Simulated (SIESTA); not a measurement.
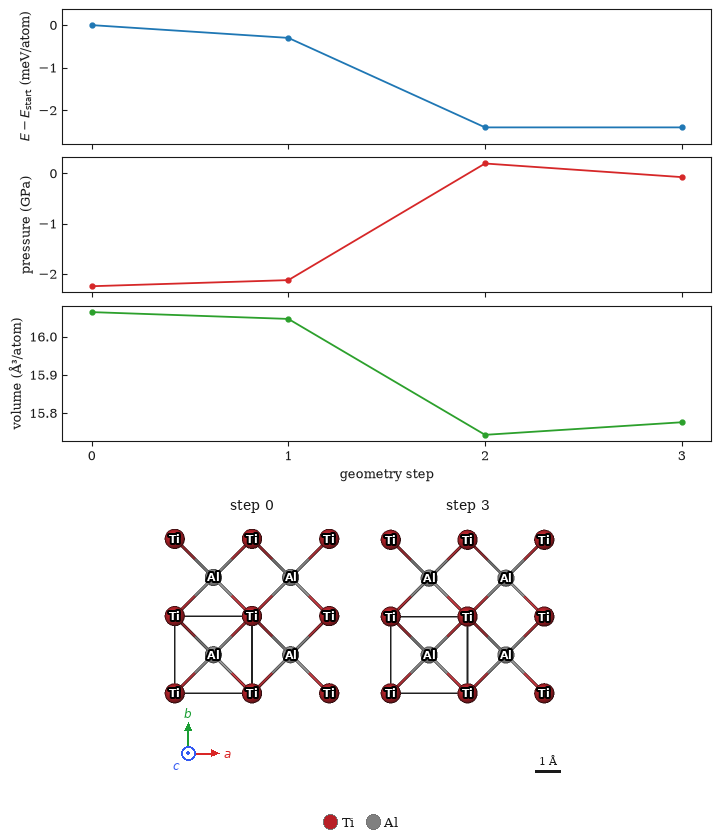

First and last geometry of a relaxation of solid TiAl (set up in Pm-3m), with the history of the run. A ball-and-stick model of the cell of the calculation, repeated 2 × 2 × 1 with one cell outlined, seen along the c axis.

The run lets cell and atoms move.

Theory: Kohn-Sham DFT of a periodic cell, PBEsol, PseudoDojo 0.4 standard, converted to PSML in SIESTA.

The input:
```
SystemName                      TiAl
SystemLabel                     TiAl
NumberOfSpecies                 2
NumberOfAtoms                   2
%block ChemicalSpeciesLabel
  1  22 Ti
  2  13 Al
%endblock ChemicalSpeciesLabel

LatticeConstant                 1.0 Ang
%block LatticeVectors
     3.1790640000     0.0000000000     0.0000000000
     0.0000000000     3.1790640000     0.0000000000
     0.0000000000     0.0000000000     3.1790640000
%endblock LatticeVectors
AtomicCoordinatesFormat         Fractional
%block AtomicCoordinatesAndAtomicSpecies
     0.0000000000     0.0000000000     0.0000000000  1  Ti
     0.5000000000     0.5000000000     0.5000000000  2  Al
%endblock AtomicCoordinatesAndAtomicSpecies

%block kgrid.MonkhorstPack
    6   0   0  0.0
    0   6   0  0.0
    0   0   6  0.0
%endblock kgrid.MonkhorstPack
XC.Functional                   GGA
XC.Authors                      PBEsol
PAO.BasisSize                   DZP
PAO.EnergyShift                 0.003 Ry
Mesh.Cutoff                     1200 Ry
OccupationFunction              FD
ElectronicTemperature           0.05 eV
MaxSCFIterations                120
SCF.MustConverge                false
SCF.Mixer.Method                Pulay
SCF.Mixer.Weight                0.25
SCF.Mixer.History               8
SCF.DM.Tolerance                5.0e-05
SCF.H.Tolerance                 1.0e-03 eV
WriteForces                     true
Charge.Mulliken                 end
MD.TypeOfRun                    Broyden
MD.Steps                        40
MD.MaxForceTol                  0.01 eV/Ang
MD.MaxDispl                     0.1 Ang
WriteCoorStep                   true
AtomCoorFormatOut               Fractional
MD.VariableCell                 true
MD.MaxStressTol                 0.05 GPa
%block PAO.Basis
  Ti 5
  n=3 0 2
    3.151 0.000
  n=4 0 2
    8.703 0.000
  n=3 1 2
    3.568 0.000
  n=4 1 1
    8.703
  n=3 2 2
    6.267 0.000
%endblock PAO.Basis
```

Launched with:
```bash
siesta < TiAl.fdf > TiAl.out 2>&1
```

Q: What do the curves and the structures tell?

A: The run was cut off at its time limit before the relaxation converged, so the last structure is only a point on the way. Over 3 geometry steps the energy falls by 2.4 meV per atom. All forces vanish by symmetry, so only the cell relaxes. Pressure: −2.24 GPa at the start and −0.07 GPa at the end. The atoms keep their places relative to the cell (all moves are under 0.005 Å). The drawn cell changes as follows: a = b = c 3.179 → 3.160 Å (−0.6 %); the volume changes by −1.8 %. Near-neighbour distances that change, for instance: Ti–Ti 3.179 → 3.160 Å, Al–Ti 2.753 → 2.737 Å. The space group stays Pm-3m (No. 221). Cost: 27 min on 1 thread of AMD EPYC 7R43 64-Core Processor (Zen 3), with other jobs on the host, peak memory 0.72 GiB.

```json
{"step": "0", "E − E(0), meV/atom": "0.00", "pressure, GPa": "-2.24", "volume, Å³/atom": "16.065"}
{"step": "1", "E − E(0), meV/atom": "-0.30", "pressure, GPa": "-2.12", "volume, Å³/atom": "16.047"}
{"step": "2", "E − E(0), meV/atom": "-2.40", "pressure, GPa": "0.20", "volume, Å³/atom": "15.743"}
{"step": "3", "E − E(0), meV/atom": "-2.40", "pressure, GPa": "-0.07", "volume, Å³/atom": "15.776"}
```
